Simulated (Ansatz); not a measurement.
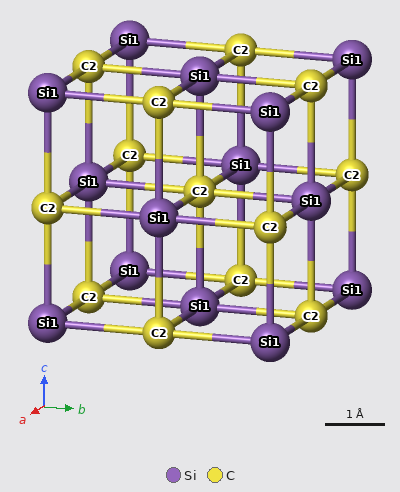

Figure 1. The input geometry (ball-and-stick view of the cell 4 times as large as that of the calculation, set on its symmetry axes, seen slightly off an axis; atoms are numbered from 1 in the order of the input). Near neighbours in the crystal (not all of them lie inside the picture): Si has 6 C at 2.02 Å; C has 6 Si at 2.02 Å.

**Run report: SiC, geometry relaxation**

SiC (2 atoms in the cell), computed with DFT PBEsol, scalar-relativistic, plane waves, PAW, no spin polarisation (Ansatz 0.2.0).

The structure was built on a prototype by a generator; it need not be a known phase. Figures and captions count atoms from 1; the log counts them from 0 in places.

### The input
```yaml
crystal:
  lattice:
    - [0.0, 2.0171625861, 2.0171625861]
    - [2.0171625861, 0.0, 2.0171625861]
    - [2.0171625861, 2.0171625861, 0.0]
  atoms:
    - { symbol: Si, position: [0.0, 0.0, 0.0] }
    - { symbol: C, position: [0.5, 0.5, 0.5] }
basis:
  ecutwfc: 420
kpoints:
  mp_grid: { grid: [20, 20, 20] }
hamiltonian:
  xc: pbesol
scf:
  occupations: { method: fermi_dirac, width: 0.15 }
output:
  forces: true
  stress: true
  eigenvalues: true
  write_density: true
  write_potential: true
  elf: true
  volumetric_format: npy
relax:
  adjacent_minimum: "off"
  f_tol: 0.001
  max_steps: 60
  cell: { stress_tol: 0.01 }
```

Run as:
```bash
ansatz run input.yaml --threads 4 --pin off --max-ram 10240MiB --backend cpu --events-out ev --progress --plain --runs-dir out
```

### Log
```
Engine: ansatz 0.2.0, x86_64-unknown-linux-gnu
Pseudopotentials: kind: paw
Pseudopotential: Si, paw, valence charge 4, recommended cutoff 420 eV (normal), Si.paw.azcp
Pseudopotential: C, paw, valence charge 4, recommended cutoff 420 eV (normal), C.paw.azcp
Functional definition: PBEsol
  exchange = pbesol_x
  correlation = pbesol_c
Crystal: 2 atoms, lattice volume = 16.415 Å³
Basis set: ecut = 420 eV, 331 PW (Γ), exchange–correlation on 40×40×40 points (8 copies of the dense FFT grid, shifted against one another)
Bands: 8, of which v1, the nominal top of the filled ones, is band 4 counted from 1 (3 counted from 0)
Symmetry: 48 space group operations
Space group: Fm-3m (ITA 225), of the structure as read, at distance tolerance 2.5e-5 Å
k-points: 256 of 8000
Non-local potential: Si, projectors of the file, l = 0: 2, l = 1: 2, l = 2: 2
Non-local potential: C, projectors of the file, l = 0: 2, l = 1: 2, l = 2: 1
PAW form: soft (Blöchl's): semilocal exchange-correlation on the pseudo side does not see the compensation charge
PAW frozen core: Si, regenerated for the run's functional, and the local potential with it (the file was generated under x = pbe(κ = 0.804, μ = 0.2195149727645171), c = pbe(β = 0.06672455060314922))
PAW frozen core: C, regenerated for the run's functional, and the local potential with it (the file was generated under x = pbe(κ = 0.804, μ = 0.2195149727645171), c = pbe(β = 0.06672455060314922))
PAW one-centre angular grid: Si, 110 points (default); XC on 64 Gauss nodes
PAW one-centre angular grid: C, 110 points (default); XC on 64 Gauss nodes
Initial density: superposition of atomic densities (neutral atoms: chi_scale 0, normalization atom), corrected by the library's trained network
Initial wavefunctions: pseudopotential atomic-orbital guess
Functional: x = pbesol(κ = 0.804, μ = 0.12345679012345678), c = pbesol(β = 0.046)
SCF iter   1: F=—  HF=-867.406205 eV  |F-HF|=—  |Δ(HF+E_count)|=         —  Δρ=2.49e-3  dr2=4.98e-4  ethr=1.77e-3  ⟨swp⟩=5.3  Hψ=15369  notcnv=0
preconditioner: auto → none  [metal: Δε(μ)=0.009 eV  Ē_g=15.135 eV  σ=0.150 eV  W_gap=0.01  n_scr=0 (ndim 8)  ℏωp=25.9 eV  f_vac=0.000  D(μ)=0.24/eV (n_scr^D=0)]
SCF iter   2: F=—  HF=-867.406098 eV  |F-HF|=—  |Δ(HF+E_count)|=   1.07e-4  Δρ=1.18e-3  dr2=8.52e-5  ethr=6.22e-6  ⟨swp⟩=2.1  Hψ=4735  notcnv=0
SCF iter   3: F=—  HF=-867.406127 eV  |F-HF|=—  |Δ(HF+E_count)|=   2.85e-5  Δρ=2.85e-4  dr2=8.13e-6  ethr=1.07e-6  ⟨swp⟩=2.3  Hψ=3129  notcnv=0
SCF iter   4: F=—  HF=-867.406127 eV  |F-HF|=—  |Δ(HF+E_count)|=   2.30e-7  Δρ=5.22e-5  dr2=2.40e-7  ethr=1.02e-7  ⟨swp⟩=2.3  Hψ=2911  notcnv=0
iter 5 did not close the SCF: its close was put off for the readings that it lacked (scf_convergence_deferred on its scf_iter line)
SCF iter   5: F=-867.406127 eV  HF=-867.406127 eV  |F-HF|=1.28e-8  |Δ(HF+E_count)|=   1.35e-7  Δρ=1.11e-5  dr2=1.91e-8  ethr=3.00e-9  ⟨swp⟩=2.6  Hψ=3189  notcnv=0
SCF iter   6: F=-867.406127 eV  HF=-867.406127 eV  |F-HF|=8.87e-10  |Δ(HF+E_count)|=   3.90e-9  Δρ=3.03e-6  dr2=1.38e-9  ethr=2.39e-10  ⟨swp⟩=4.9  Hψ=9459  notcnv=0
SCF 1 converged in 6 iterations: F = -867.406127 eV  dr2 = 1.38e-9
  greatest PAW one-centre occupation: 0.644 electrons in one spin orbital (limit 2), on the C atom at site 1 (counted from 0), in its partial waves of l = 0
relax step   1: F+E_penalty+E_count = -867.40612691 eV  Δ(F+E_penalty+E_count) = +0.000e0 eV  max|allowed force component| = 2.728e-30 eV/Å  Δτ_max = 0.0000 Å  P = +0.404 GPa  Ω = 16.415 Å³  (6 SCF iters, dr2 threshold 1.00e-7 eV, accepted)
Crystal: 2 atoms, lattice volume = 16.427 Å³
Initial density: handed on by an earlier stage of this run
Initial wavefunctions: those handed on with the density
iter 1 solved again at ethr=8.22e-8 eV; its pass at ethr=3.10e-3 eV (dr2=6.58e-6 eV) is discarded
SCF iter   1: F=—  HF=-867.406130 eV  |F-HF|=—  |Δ(HF+E_count)|=         —  Δρ=1.90e-4  dr2=6.57e-6  ethr=8.22e-8  ⟨swp⟩=1.0  Hψ=15291  notcnv=0
preconditioner: auto → none  [metal: Δε(μ)=0.007 eV  Ē_g=15.121 eV  σ=0.150 eV  W_gap=0.01  n_scr=0 (ndim 8)  ℏωp=25.9 eV  f_vac=0.000  D(μ)=0.25/eV (n_scr^D=0)]
SCF iter   2: F=—  HF=-867.406127 eV  |F-HF|=—  |Δ(HF+E_count)|=   2.83e-6  Δρ=4.48e-5  dr2=2.72e-7  ethr=8.22e-8  ⟨swp⟩=2.3  Hψ=2939  notcnv=0
SCF iter   3: F=-867.406127 eV  HF=-867.406127 eV  |F-HF|=3.09e-9  |Δ(HF+E_count)|=   9.05e-8  Δρ=1.19e-5  dr2=1.22e-8  ethr=2.50e-9  ⟨swp⟩=8.6  Hψ=12327  notcnv=0
SCF 2 converged in 3 iterations: F = -867.406127 eV  dr2 = 1.22e-8
relax step   2: F+E_penalty+E_count = -867.40612714 eV  Δ(F+E_penalty+E_count) = -2.318e-7 eV  max|allowed force component| = 2.819e-30 eV/Å  Δτ_max = 0.0000 Å  P = +0.223 GPa  Ω = 16.427 Å³  energy of the carried Pulay correction = -2.215e-5 eV  (3 SCF iters, dr2 threshold 2.00e-7 eV, accepted)
Crystal: 2 atoms, lattice volume = 16.441 Å³
iter 1 solved again at ethr=1.33e-7 eV; its pass at ethr=3.10e-3 eV (dr2=1.06e-5 eV) is discarded
SCF iter   1: F=—  HF=-867.406114 eV  |F-HF|=—  |Δ(HF+E_count)|=         —  Δρ=2.40e-4  dr2=1.06e-5  ethr=1.33e-7  ⟨swp⟩=1.0  Hψ=15288  notcnv=0
preconditioner: auto → none  [metal: Δε(μ)=0.007 eV  Ē_g=15.111 eV  σ=0.150 eV  W_gap=0.01  n_scr=0 (ndim 8)  ℏωp=25.9 eV  f_vac=0.000  D(μ)=0.25/eV (n_scr^D=0)]
SCF iter   2: F=—  HF=-867.406110 eV  |F-HF|=—  |Δ(HF+E_count)|=   4.00e-6  Δρ=5.98e-5  dr2=4.54e-7  ethr=1.33e-7  ⟨swp⟩=2.3  Hψ=2938  notcnv=0
SCF iter   3: F=-867.406110 eV  HF=-867.406110 eV  |F-HF|=5.67e-9  |Δ(HF+E_count)|=   1.47e-7  Δρ=1.83e-5  dr2=2.91e-8  ethr=1.56e-9  ⟨swp⟩=8.9  Hψ=13698  notcnv=0
SCF 3 converged in 3 iterations: F = -867.406110 eV  dr2 = 2.91e-8
relax step   3: F+E_penalty+E_count = -867.40610955 eV  Δ(F+E_penalty+E_count) = +1.759e-5 eV  max|allowed force component| = 1.035e-30 eV/Å  Δτ_max = 0.0000 Å  P = -0.000 GPa  Ω = 16.441 Å³  energy of the carried Pulay correction = -4.957e-5 eV  (3 SCF iters, dr2 threshold 1.25e-7 eV, accepted)
Initial wavefunctions: pseudopotential atomic-orbital guess (no wavefunctions were taken with the density)
iter 1 solved again at ethr=1.67e-8 eV; its pass at ethr=3.10e-3 eV (dr2=1.33e-6 eV) is discarded
SCF iter   1: F=—  HF=-867.406174 eV  |F-HF|=—  |Δ(HF+E_count)|=         —  Δρ=1.99e-5  dr2=3.11e-8  ethr=1.67e-8  ⟨swp⟩=3.0  Hψ=21673  notcnv=0
preconditioner: auto → none  [metal: Δε(μ)=0.008 eV  Ē_g=15.112 eV  σ=0.150 eV  W_gap=0.01  n_scr=0 (ndim 8)  ℏωp=25.9 eV  f_vac=0.000  D(μ)=0.25/eV (n_scr^D=0)]
SCF iter   2: F=—  HF=-867.406174 eV  |F-HF|=—  |Δ(HF+E_count)|=   8.48e-7  Δρ=9.51e-6  dr2=7.32e-9  ethr=3.88e-10  ⟨swp⟩=1.1  Hψ=2083  notcnv=0
SCF iter   3: F=—  HF=-867.406174 eV  |F-HF|=—  |Δ(HF+E_count)|=  9.46e-10  Δρ=9.98e-7  dr2=1.61e-10  ethr=9.15e-11  ⟨swp⟩=2.0  Hψ=3022  notcnv=0
SCF iter   4: F=—  HF=-867.406174 eV  |F-HF|=—  |Δ(HF+E_count)|=  4.68e-11  Δρ=2.04e-7  dr2=2.18e-12  ethr=2.01e-12  ⟨swp⟩=2.4  Hψ=2946  notcnv=0
SCF iter   5: F=-867.406174 eV  HF=-867.406174 eV  |F-HF|=2.27e-13  |Δ(HF+E_count)|=  2.96e-12  Δρ=4.18e-8  dr2=7.44e-14  ethr=1.00e-12  ⟨swp⟩=4.1  Hψ=6321  notcnv=0
SCF 4 converged in 5 iterations: F = -867.406174 eV  dr2 = 7.44e-14
relax step   4: F+E_penalty+E_count = -867.40617362 eV  Δ(F+E_penalty+E_count) = -6.406e-5 eV  max|allowed force component| = 2.284e-30 eV/Å  Δτ_max = 0.0000 Å  P = +0.005 GPa  Ω = 16.441 Å³  stress off target by 4.73e-3 GPa  SCF on the basis re-selected at this cell (its energy is not comparable with the rows above)  (5 SCF iters)
```

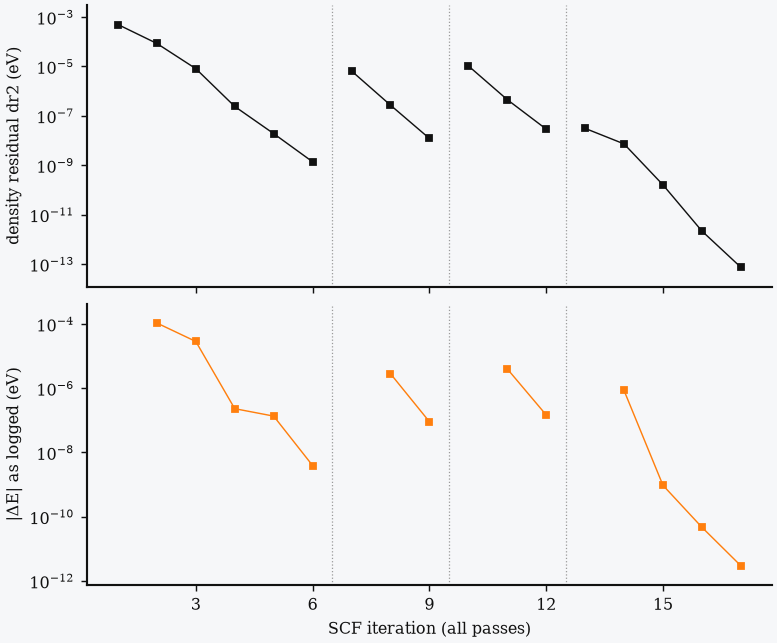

Figure 2. Convergence of the self-consistent field: density residual dr2 and size of the energy change against the SCF iteration. The dotted lines part the SCF passes of the relaxation: geometry steps, rejected trials and re-solves on a re-selected basis. The passes take 6, 3, 3 and 5 iterations.

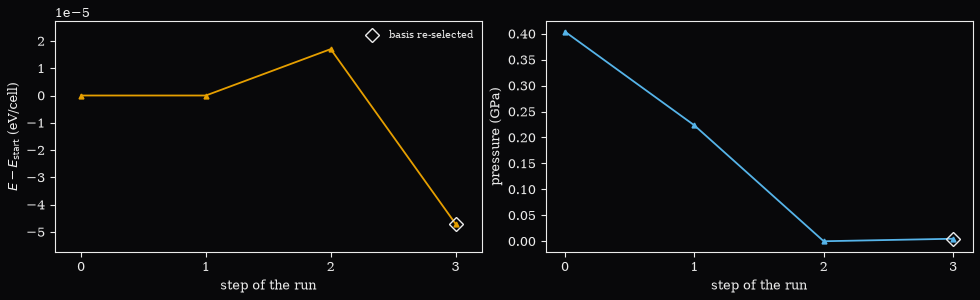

Figure 3. Progress of the relaxation, step by step (the first geometry is step 0 here and step 1 in the log). Over 2 geometry steps the energy rises by next to nothing (0.0 meV per cell of the calculation). All forces vanish by symmetry, so only the cell relaxes. Pressure: 0.40 GPa at the start and 0.00 GPa at the end. No atom moves by more than 0.005 Å relative to the cell. Cell: a = b = c 4.034 → 4.036 Å (+0.1 %). Volume +0.2 %. The space group stays Fm-3m (No. 225). A last SCF at the same geometry on a re-selected plane-wave basis shifts the energy by −0.1 meV per cell of the calculation.

```
basis re-selected at this cell: Δ(F+E_penalty+E_count) = -6.406e-5 eV, ΔP = +0.005 GPa vs the last step (what re-selecting the basis moved, of the pressure what is left beyond the Pulay correction that the steps carried, after the strain that the cell walked since its last selection, with what the two solves' SCF thresholds leave and, on support functions, any second-order correction that the steps lacked; it is no measure of the basis error at this ecutwfc). This SCF's stress stands 4.73e-3 GPa from its target on what of the cell is left free (relax.cell.stress_tol is 1.00e-2 GPa) and its largest allowed force component is 2.28e-30 eV/Å (relax.f_tol is 1.00e-3 eV/Å): within both
SCF converged after 5 iterations
Free energy (F): -867.406174 eV
Harris-Foulkes:  -867.406174 eV  (|F-HF|=2.27e-13)
Internal energy: -867.387721 eV  (E = F + TS)
E sigma→0 (E₀):  -867.396947 eV
Entropy (-TS):   -0.018453 eV (-9.226 meV/atom)
Fermi energy:    14.240506 eV
--- Per-component energies (eV) ---
  E_band       = 55.334220
  E_kinetic    = 139.824759
  E_local      = -52.148482  (includes V_loc(G=0)·N_el)
  E_nonlocal   = 49.913798
  E_hartree    = 19.040928
  E_xc         = -106.122966
  E_vxc        = -111.248937  (∫ρ·V_xc dr)
  E_paw        = -594.048903  (= ΣΔE_a)
  E_vpaw       = -9.088785  (= ΣTr[D̂ρ^β])
  E_aug_tail   = 0.000012  (compensation charges beyond the density's cutoff)
  E_ewald      = -323.899526
  E_core_change = 0.052661  (= ΣΔE_core)
  E_smearing   = -0.018453  (= −TS)
  E_closure    = -0.000000  (closes the sum)
  Σ components = -867.406174   (vs F -867.406174, Δ=0.00e0)
--- Forces (eV/Å), atoms counted from 1 ---
  atom   1  Si    -0.00000000     0.00000000     0.00000000
  atom   2  C      0.00000000    -0.00000000     0.00000000
  max |Σ_I F_I| component: 4.37e-30 eV/Å
--- Stress (GPa, compression-positive) ---
        0.004733       0.000000       0.000000
        0.000000       0.004733       0.000000
        0.000000      -0.000000       0.004733
  P = ⅓ Tr σ = 0.0047 GPa (0.047 kbar)
--- Band table (eV; the first three rows and the last of 256) ---
  k-point 0: bands = ["-4.3667", "14.2168", "14.2168", "14.2168", "21.8695", "23.0744", "23.0744", "23.0744"]
  k-point 1: bands = ["-4.3054", "13.8644", "14.1767", "14.1767", "21.9881", "22.9743", "23.1862", "23.1862"]
  k-point 2: bands = ["-4.1218", "12.9323", "14.0659", "14.0659", "21.9518", "23.1224", "23.4193", "23.4193"]
  k-point 255: bands = ["3.3588", "6.1920", "6.1920", "7.0465", "18.9012", "22.1959", "23.9397", "23.9397"]
--- Relaxed structure (3 steps of the walk, 3 accepted, 1 SCFs on fresh bases) ---
  F+E_penalty+E_count = -867.40617362 eV   max|allowed force component| = 2.284e-30 eV/Å   (the final SCF, on the basis selected at the relaxed cell)
  cell:  # Å, volume = 16.4410 Å³
    - [7.069828695642632e-34, 2.018209945147438, 2.018209945147438]
    - [2.018209945147438, 1.917133727376966e-33, 2.018209945147438]
    - [2.018209945147438, 2.018209945147438, 7.643058049343385e-34]
  atoms:
    - { symbol: Si, position: [-2.7194834677478325e-38, 2.3309858295789048e-38, 2.3309858288100444e-38] }
    - { symbol: C, position: [0.5, 0.5, 0.5] }
```

### Trajectory as extended XYZ (Å, eV, eV/Å), 4 frames, from step=1 to step=4
```
2
Lattice="0.0000 2.0172 2.0172 2.0172 0.0000 2.0172 2.0172 2.0172 0.0000" Properties=species:S:1:pos:R:3:forces:R:3 step=1 energy=-867.40613 pressure_GPa=0.40
Si    0.0000    0.0000    0.0000    0.0000   0.0000   0.0000
C     2.0172    2.0172    2.0172    0.0000   0.0000   0.0000
2
Lattice="0.0000 2.0176 2.0176 2.0176 0.0000 2.0176 2.0176 2.0176 0.0000" Properties=species:S:1:pos:R:3:forces:R:3 step=2 energy=-867.40613 pressure_GPa=0.22
Si    0.0000    0.0000    0.0000    0.0000   0.0000   0.0000
C     2.0176    2.0176    2.0176    0.0000   0.0000   0.0000
2
Lattice="0.0000 2.0182 2.0182 2.0182 0.0000 2.0182 2.0182 2.0182 0.0000" Properties=species:S:1:pos:R:3:forces:R:3 step=3 energy=-867.40611 pressure_GPa=-0.00
Si    0.0000    0.0000    0.0000    0.0000   0.0000   0.0000
C     2.0182    2.0182    2.0182    0.0000   0.0000   0.0000
2
Lattice="0.0000 2.0182 2.0182 2.0182 0.0000 2.0182 2.0182 2.0182 0.0000" Properties=species:S:1:pos:R:3:forces:R:3 step=4 energy=-867.40617 pressure_GPa=0.00
Si    0.0000    0.0000    0.0000    0.0000   0.0000   0.0000
C     2.0182    2.0182    2.0182    0.0000   0.0000   0.0000
```

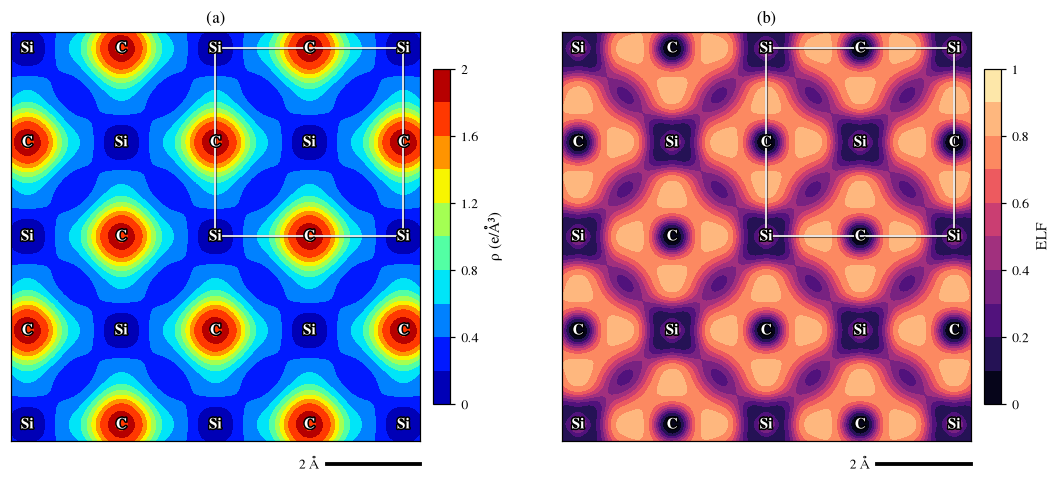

Figure 4. (a) valence pseudo-density; (b) ELF on the (010) plane of the conventional cell. The plane passes through Si and C nuclei. Si–C (2.02 Å): ρ at the midpoint is about 0.67 e/Å³; the ELF peaks at about 0.85 between the atoms, as expected for localised, shared-pair bonding. Away from the nuclei the density in this plane falls to 0.29 e/Å³ at its lowest. In a PAW calculation such maps are meaningful between the atoms, not at the nuclei.

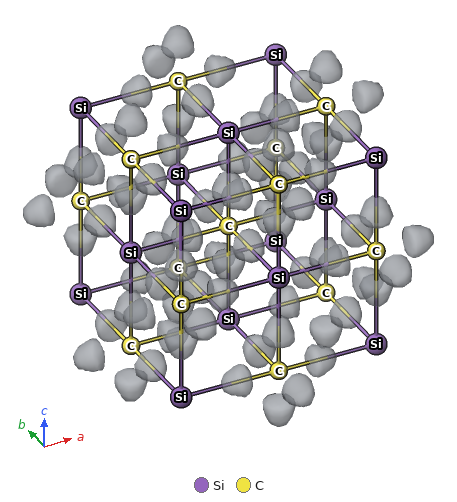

Figure 5. Isosurface of the ELF at 0.8 (grey), seen at an oblique angle. Only the valence region is drawn (cores and ρ < 0.01 e/Å³ removed). Sticks mark near contacts. The outline is the cell set on symmetry axes. Along the contacts the grid gives the following. Si–C (2.02 Å): the ELF peaks at about 0.85 between the atoms, which marks a covalent bond.

### Key numbers

```tsv
quantity	value
outcome	converged
space group (tolerance 0.01 Å)	Fm-3m (225)
electrons treated	8
free energy	−867.4062 eV
Fermi energy	14.241 eV
gap on the k-point mesh	none (metallic)
pressure	0.00 GPa
final volume	16.44 Å³
largest force (length of the vector) at the end	under 0.001 eV/Å
final cell	a = 2.854 Å, b = 2.854 Å, c = 2.854 Å, α = 60.00°, β = 60.00°, γ = 60.00°
hardware	4 threads of AMD EPYC (Zen 5), 64 GiB of memory available, shared host
wall time	1.2 s (CPU time 4.1 s)
peak memory	0.42 GiB
```

### Remarks

Results for this metal are sensitive to the k-point mesh.
